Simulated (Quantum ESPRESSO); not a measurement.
# Run report: Cu, single-point calculation

System: Cu (Fm-3m, 1 atom in the cell).
Method: Kohn-Sham DFT of a periodic cell, r2SCAN with rVV10, SG15 PBE 1.2, no spin polarisation (Quantum ESPRESSO 7.5).

The structure derives from an entry of the Crystallography Open Database.

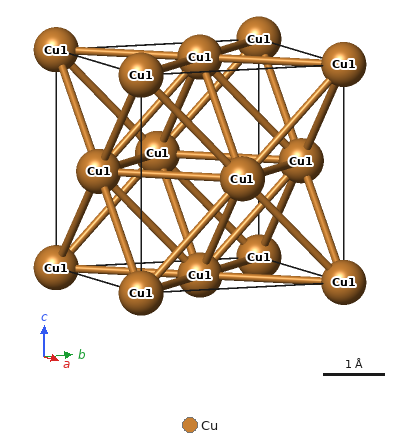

The structure as given in the input (ball-and-stick view of the cell 4 times as large as that of the calculation, set on its symmetry axes, seen slightly off an axis; atoms are numbered from 1 in the order of the input). Near neighbours in the crystal (not all of them lie inside the picture): Cu has 12 Cu at 2.56 Å.

The input:
```
&CONTROL
  calculation = 'scf'
  prefix = 'pwscf'
  outdir = './tmp'
  pseudo_dir = './pseudo'
  tprnfor = .true.
  tstress = .true.
  disk_io = 'nowf'
/
&SYSTEM
  ibrav = 0
  nat = 1
  ntyp = 1
  ecutwfc = 88
  nbnd = 16
  input_dft = 'XC-000I-000I-000I-000I-497L-498L-vv10'
  occupations = 'smearing'
  smearing = 'fd'
  degauss = 0.00367493
  nosym = .true.
  nr1 = 32
  nr2 = 32
  nr3 = 32
/
&ELECTRONS
  conv_thr = 1d-08
  electron_maxstep = 120
  mixing_beta = 0.5
/
ATOMIC_SPECIES
Cu    63.5460 Cu_ONCV_PBE-1.2.upf
CELL_PARAMETERS angstrom
   0.0000000000    1.8075000000    1.8075000000
   1.8075000000    0.0000000000    1.8075000000
   1.8075000000    1.8075000000    0.0000000000
ATOMIC_POSITIONS crystal
Cu     0.0000000000    0.0000000000    0.0000000000
K_POINTS automatic
10 10 10 0 0 0
```

Run on 2 threads of Arm Neoverse V2, 24 GiB of memory available, shared host.

Run as:
```bash
OMP_NUM_THREADS=1 mpirun -n 2 pw.x -nk 2 -in pw.in > pw.out
```

Log:
```
This program is part of the open-source Quantum ESPRESSO suite
     for quantum simulation of materials; please cite
         "P. Giannozzi et al., J. Phys.:Condens. Matter 21 395502 (2009);
         "P. Giannozzi et al., J. Phys.:Condens. Matter 29 465901 (2017);
         "P. Giannozzi et al., J. Chem. Phys. 152 154105 (2020);
          URL
     in publications or presentations arising from this work. More details at

     IMPORTANT: XC functional enforced from input :
     Exchange-correlation= XC-000I-000I-000I-000I-497L-498L-VV10
                           (   0   0   0   0  26 497 498)
     Any further DFT definition will be discarded
     Please, verify this is what you really want

     K-points division:     npool     =       2
     Subspace diagonalization in iterative solution of the eigenvalue problem:
     a serial algorithm will be used

     G-vector sticks info
     --------------------
     sticks:   dense  smooth     PW     G-vecs:    dense   smooth      PW
     Sum         571     571    187                 8873     8873    1687

     Using Slab Decomposition

     bravais-lattice index     =            0
     lattice parameter (alat)  =       4.8305  a.u.
     unit-cell volume          =      79.7006 (a.u.)^3
     number of atoms/cell      =            1
     number of atomic types    =            1
     number of electrons       =        19.00
     number of Kohn-Sham states=           16
     kinetic-energy cutoff     =      88.0000  Ry
     charge density cutoff     =     352.0000  Ry
     scf convergence threshold =      1.0E-08
     mixing beta               =       0.5000
     number of iterations used =            8  plain     mixing
     Exchange-correlation= XC-000I-000I-000I-000I-497L-498L-VV10
                           (   0   0   0   0  26 497 498)

     celldm(1)=   4.830501  celldm(2)=   0.000000  celldm(3)=   0.000000
     celldm(4)=   0.000000  celldm(5)=   0.000000  celldm(6)=   0.000000

     crystal axes: (cart. coord. in units of alat)
               a(1) = (   0.000000   0.707107   0.707107 )
               a(2) = (   0.707107   0.000000   0.707107 )
               a(3) = (   0.707107   0.707107   0.000000 )

     reciprocal axes: (cart. coord. in units 2 pi/alat)
               b(1) = ( -0.707107  0.707107  0.707107 )
               b(2) = (  0.707107 -0.707107  0.707107 )
               b(3) = (  0.707107  0.707107 -0.707107 )

     PseudoPot. # 1 for Cu read from file:
     Cu_ONCV_PBE-1.2.upf
     Pseudo is Norm-conserving, Zval = 19.0
     Generated using ONCVPSP code by D. R. Hamann
     Using radial grid of  602 points,  6 beta functions with:
                l(1) =   0
                l(2) =   0
                l(3) =   1
                l(4) =   1
                l(5) =   2
                l(6) =   2

     atomic species   valence    mass     pseudopotential
     Cu               19.00    63.54600     Cu( 1.00)

     No symmetry found

   Cartesian axes

     site n.     atom                  positions (alat units)
         1        Cu     tau(   1) = (   0.0000000   0.0000000   0.0000000  )

     number of k points=   504  Fermi-Dirac smearing, width (Ry)=  0.0037

     Number of k-points >= 100: set verbosity='high' to print them.

     Dense  grid:     8873 G-vectors     FFT dimensions: (  32,  32,  32)

     WARNING: libxc functional with ID  497 depends
      on external parameters: check the user_guide of
      QE if you need to modify them or to check their
      default values.

     WARNING: libxc functional with ID  498 depends
      on external parameters: check the user_guide of
      QE if you need to modify them or to check their
      default values.

     Initial potential from superposition of free atoms

     starting charge      18.9734, renormalised to      19.0000

Carrying out rVV10 run using the following parameters:
Nqs =      20    Nr_points =    1024   r_max =   100.000
b_value = 15.70000    beta =  0.00229
     q_mesh =  0.00010000  0.00030000  0.00058939  0.00100810
               0.00161396  0.00249058  0.00375900  0.00559430
               0.00824984  0.01209221  0.01765183  0.02569619
               0.03733578  0.05417739  0.07854596  0.11380545
               0.16482331  0.23864234  0.34545298  0.50000000

Gradients computed in Reciprocal space

     Starting wfcs are random

     Self-consistent Calculation

     iteration #  1     ecut=    88.00 Ry     beta= 0.50
     Davidson diagonalization with overlap
     ethr =  1.00E-02,  avg # of iterations =  8.6

     total energy              =    -365.18878389 Ry
     estimated scf accuracy    <     200.67496533 Ry

     iteration #  2     ecut=    88.00 Ry     beta= 0.50
     Davidson diagonalization with overlap
     ethr =  1.00E-02,  avg # of iterations =  1.0

     total energy              =    -365.21444703 Ry
     estimated scf accuracy    <      51.09867917 Ry

     iteration #  3     ecut=    88.00 Ry     beta= 0.50
     Davidson diagonalization with overlap
     ethr =  1.00E-02,  avg # of iterations =  1.0

     total energy              =    -365.21704162 Ry
     estimated scf accuracy    <       0.15212276 Ry

     iteration #  4     ecut=    88.00 Ry     beta= 0.50
     Davidson diagonalization with overlap
     ethr =  8.01E-04,  avg # of iterations =  1.0

     total energy              =    -365.21734604 Ry
     estimated scf accuracy    <       0.03360833 Ry

     iteration #  5     ecut=    88.00 Ry     beta= 0.50
     Davidson diagonalization with overlap
     ethr =  1.77E-04,  avg # of iterations =  1.2

     total energy              =    -365.21744715 Ry
     estimated scf accuracy    <       0.00020177 Ry

     iteration #  6     ecut=    88.00 Ry     beta= 0.50
     Davidson diagonalization with overlap
     ethr =  1.06E-06,  avg # of iterations =  2.4

     total energy              =    -365.21745137 Ry
     estimated scf accuracy    <       0.00004283 Ry

     iteration #  7     ecut=    88.00 Ry     beta= 0.50
     Davidson diagonalization with overlap
     ethr =  2.25E-07,  avg # of iterations =  1.0

     total energy              =    -365.21745177 Ry
     estimated scf accuracy    <       0.00000375 Ry

     iteration #  8     ecut=    88.00 Ry     beta= 0.50
     Davidson diagonalization with overlap
     ethr =  1.97E-08,  avg # of iterations =  1.0

     total energy              =    -365.21745184 Ry
     estimated scf accuracy    <       0.00000034 Ry

     iteration #  9     ecut=    88.00 Ry     beta= 0.50
     Davidson diagonalization with overlap
     ethr =  1.77E-09,  avg # of iterations =  1.0

     total energy              =    -365.21745184 Ry
     estimated scf accuracy    <       0.00000010 Ry

     iteration # 10     ecut=    88.00 Ry     beta= 0.50
     Davidson diagonalization with overlap
     ethr =  5.09E-10,  avg # of iterations =  1.0

     End of self-consistent calculation

     Number of k-points >= 100: set verbosity='high' to print the bands.

     the Fermi energy is    17.2302 ev

!    total energy              =    -365.21745184 Ry
     estimated scf accuracy    <          5.2E-09 Ry
     smearing contrib. (-TS)   =      -0.00030219 Ry
     internal energy E=F+TS    =    -365.21714965 Ry

     The total energy is F=E-TS. E is the sum of the following terms:
     one-electron contribution =    -196.70549598 Ry
     hartree contribution      =     108.72675188 Ry
     xc contribution           =     -34.95352770 Ry
     ewald contribution        =    -242.28487785 Ry

     convergence has been achieved in  10 iterations

     Forces acting on atoms (cartesian axes, Ry/au):

     atom    1 type  1   force =     0.00000000    0.00000000    0.00000000

     Total force =     0.000000     Total SCF correction =     0.000000

     Computing stress (Cartesian axis) and pressure

          total   stress  (Ry/bohr**3)                   (kbar)     P=      -51.98
  -0.00035334   0.00000000   0.00000000          -51.98        0.00        0.00
   0.00000000  -0.00035334   0.00000000            0.00      -51.98        0.00
   0.00000000   0.00000000  -0.00035334            0.00        0.00      -51.98

=------------------------------------------------------------------------------=
   JOB DONE.
=------------------------------------------------------------------------------=
```

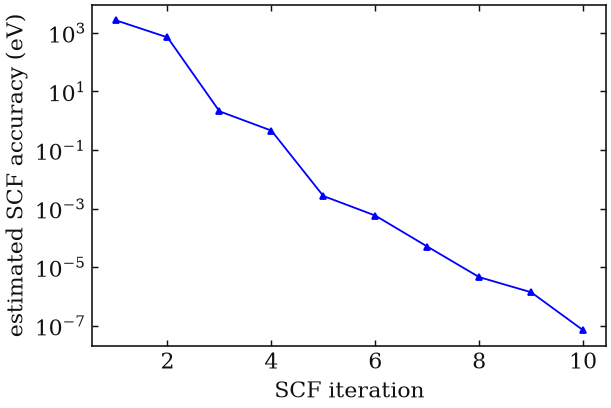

Convergence of the self-consistent field: estimated SCF accuracy against the iteration. The field takes 10 iterations in all.

Summary:

```tsv
quantity	value
outcome	converged
space group (tolerance 0.01 Å)	Fm-3m (225)
electrons treated	19
free energy	−4969.0366 eV
Fermi energy	17.230 eV
gap on the k-point mesh	none (metallic)
pressure	−5.20 GPa
largest force (length of the vector)	under 0.001 eV/Å
wall time	2.4 min (CPU time 4.7 min)
peak memory	0.3 GiB
```

Notes:

Further notes kept with the run: potentials made for another functional; rVV10 parameter b fitted to another functional. Points of doubt noted for this run: coarse mesh; potentials made for another functional; rvv10 parameter b fitted to another functional. The cell is under a tension of 5.2 GPa at this level, so it is not at its equilibrium volume.
